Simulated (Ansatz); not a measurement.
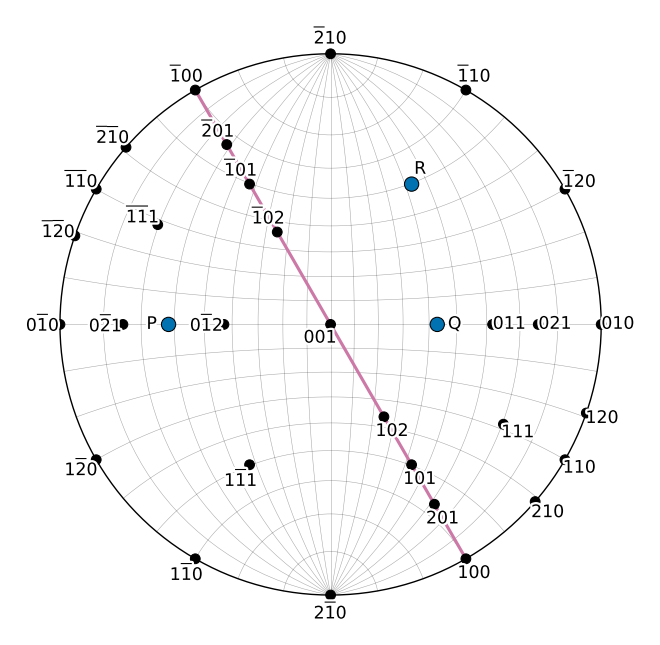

For InN, the geometry relaxed with DFT PBE+D3(BJ), scalar-relativistic, plane waves, PAW (Ansatz): stereographic projection of plane normals (upper hemisphere) centred on (0 0 1). The drawing is computed from the coordinates (standard cell, symmetry found to 0.002 Å).

a = 3.555 Å, b = 3.555 Å, c = 5.747 Å, α = 90.00°, β = 90.00°, γ = 120.00°.

Question: Index the poles marked P, Q, R.

Answer: P is (0 −1 1), in four indices (0 −1 1 1), 61.8° from the centre; Q is (0 1 2), in four indices (0 1 −1 2), 43.0° from the centre; R is (−1 1 1), in four indices (−1 1 0 1), 61.8° from the centre.

Question: Which zone does the coloured great circle trace?

Answer: The zone [0 1 0]: its poles satisfy k = 0.

Question: What is the angle between the normals of (0 1 2) and (1 −2 0), and what are their d_hkl = 1/|g|?

Answer: 126.2°; d = 2.101 Å and 1.778 Å.
